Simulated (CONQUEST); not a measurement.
**Pt: 7 runs along one coordinate**

System: Pt (Fm-3m, 2 atoms in the cell).
Method: Kohn-Sham DFT of a periodic cell, PBEsol, PseudoDojo NC PBEsol, no spin polarisation (CONQUEST 1.3).

The 7 runs differ only in the geometry, by an even scaling of the cell at fixed fractional positions. The structure derives from an entry of the Crystallography Open Database.

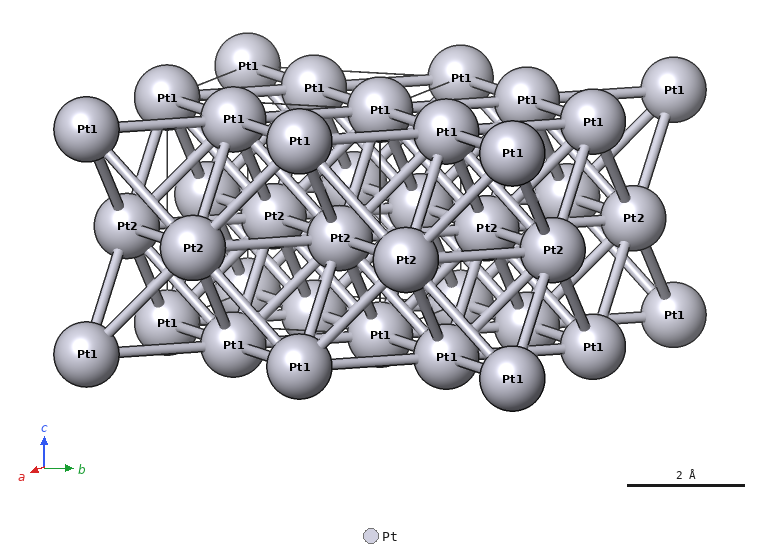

Figure 1. The structure of run 4 (ball-and-stick view of the cell 2 times as large as that of the calculation, set on its symmetry axes, repeated 2 × 2 × 1, seen slightly off an axis; atoms are numbered from 1 in the order of the input). An atom can appear more than once, as a periodic image.

## Input of run 4
```
IO.Title Pt
IO.Coordinates coords.dat
IO.FractionalAtomicCoords T
IO.Iprint 2
IO.Iprint_init 1
General.NumberOfSpecies 1
General.PseudopotentialType hamann
AtomMove.TypeOfRun static
AtomMove.FullStress T
Grid.PointsAlongX 32
Grid.PointsAlongY 32
Grid.PointsAlongZ 40
DM.SolutionMethod diagon
Diag.MPMesh T
Diag.GammaCentred T
Diag.MPMeshX 10
Diag.MPMeshY 10
Diag.MPMeshZ 7
Diag.kT 0.00183747
minE.SCTolerance 1e-6
SC.MaxIters 100
IO.AtomChargeOutput T
%block ChemicalSpeciesLabel
1 195.080 Pt
%endblock
```

Command:
```bash
OMP_NUM_THREADS=1 Conquest
```

Lattice vectors (Å) and fractional positions of run 4:
```
   2.773131    0.000000    0.000000
   0.000000    2.773131    0.000000
   0.000000    0.000000    3.921800
Pt  0.000000  0.000000  0.000000
Pt  0.500000  0.500000  0.500000
```

Run 6 has the same physical settings and fractional positions; its lattice vectors (Å) are:
```
   2.809624    0.000000    0.000000
   0.000000    2.809624    0.000000
   0.000000    0.000000    3.973409
```

## Results, with one run withheld

```tsv
run	volume per atom (Å³)	free energy per atom, from the lowest run given (meV)	pressure (GPa)
1	14.175	65.27	23.23
2	14.477	29.50	15.08
3	14.778	8.34	7.72
4	15.080	0.00	1.30
5	15.381	3.13	−4.51
6	15.683	?	?
7	15.985	37.19	−13.41
```

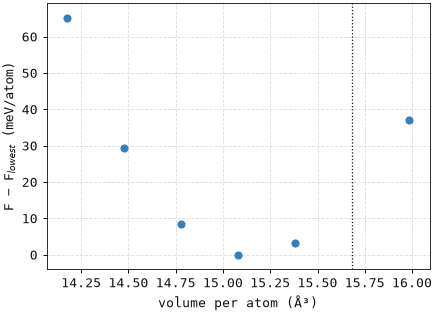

Figure 2. Free energy per atom of the runs given; the dotted line marks run 6.

Fit the runs given and predict run 6.

A cubic polynomial in V^(−2/3) (the Birch–Murnaghan form), fitted to the 6 runs given, misses them by at most 0.09 meV per atom. With x = V^(−2/3) − 0.16471 Å⁻², it reads F = 1.9504 + 3154.4 x + 1.1837e+06 x² + 6.4114e+06 x³ (meV per atom). At run 6 it gives 15.84 meV per atom, and the run itself gives 16.11. The slope of the fit gives a pressure −dF/dV of −9.16 GPa there, and the run prints −9.22 GPa. The two needn't agree exactly: the fit is approximate, and the printed stress is taken on a finite basis. The fit has its minimum at 15.145 Å³ per atom, where V d²F/dV² gives 291 GPa: the bulk modulus at this level, since symmetry fixes the shape and the positions.

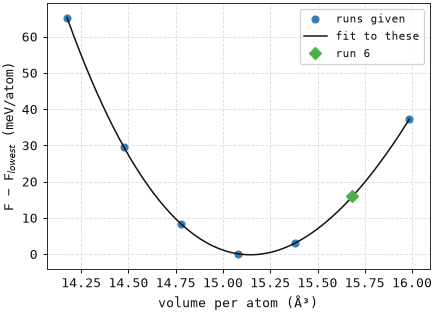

Figure 3. The fit and the withheld run.

## Some lines of the output (run 6)
```
[...]
      Using Fermi-Dirac smearing
          Free Energy (E-TS)               :      -261.123988300972428 Ha
          DFT Total Energy                 :      -261.052787238810367 Ha
          Free Energy (E-TS)               :      -261.089184992762569 Ha
          DFT Total Energy                 :      -261.087753587250290 Ha
          Free Energy (E-TS)               :      -261.088928565003357 Ha
          DFT Total Energy                 :      -261.087777925653768 Ha
          Free Energy (E-TS)               :      -261.088869155010912 Ha
          DFT Total Energy                 :      -261.087776959679843 Ha
          Free Energy (E-TS)               :      -261.088869145617309 Ha
          DFT Total Energy                 :      -261.087777106404360 Ha
      | Free Energy as E-TS      =      -261.088869145617309 Ha
      |* DFT total energy        =      -261.087777106404360 Ha
    force: Average pressure:     -9.21807952 GPa
```

Notes: Spin–orbit coupling is left out, which matters for Pt. With a small basis of atomic orbitals these values can differ much from converged plane-wave results.
